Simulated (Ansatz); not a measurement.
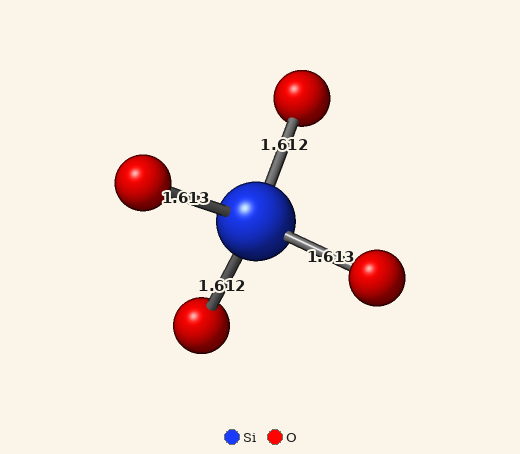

The surroundings of site Si1 (at 0.303, 0.303, 0.000) in SiO₂ in space group P4_12_12, with bond lengths in Å.

Source of the atomic positions: the geometry relaxed with DFT, PAW plane waves, r2scan (Ansatz 0.2.0).

```yaml
crystal:
  lattice:
    - [4.97666, 0.00000, 0.00000]
    - [0.00000, 4.97666, 0.00000]
    - [0.00000, 0.00000, 6.91173]
  atoms:
    - { symbol: Si, position: [0.30274, 0.30274, 0.00000] }
    - { symbol: Si, position: [0.19726, 0.80274, 0.25000] }
    - { symbol: Si, position: [0.69726, 0.69726, 0.50000] }
    - { symbol: Si, position: [0.80274, 0.19726, 0.75000] }
    - { symbol: O, position: [0.23804, 0.10983, 0.18170] }
    - { symbol: O, position: [0.39017, 0.73804, 0.43170] }
    - { symbol: O, position: [0.76196, 0.89017, 0.68170] }
    - { symbol: O, position: [0.60983, 0.26196, 0.93170] }
    - { symbol: O, position: [0.73804, 0.39017, 0.56830] }
    - { symbol: O, position: [0.89017, 0.76196, 0.31830] }
    - { symbol: O, position: [0.26196, 0.60983, 0.06830] }
    - { symbol: O, position: [0.10983, 0.23804, 0.81830] }
```

Bond valence s = exp((R0 − d)/b), R0 fitted to published crystal structures with b = 0.37 Å; R0 in Å: Si4+–O 1.620.

> Calculate the bond-valence sum of Si1 from the bonds drawn.

2 × 1.022 + 2 × 1.019 = 4.08 v.u., against a formal valence of 4: a close match.

> And over the whole structure?

```csv
site,"x, y, z",formal valence,bond-valence sum,difference
Si1,"0.303, 0.303, 0.000",+4,4.11,0.11
O1,"0.238, 0.110, 0.182",−2,2.06,0.06
```

These sums include all anions within 5 Å. The global instability index (root mean square of the differences over all atoms) is 0.08 v.u.: little strain.
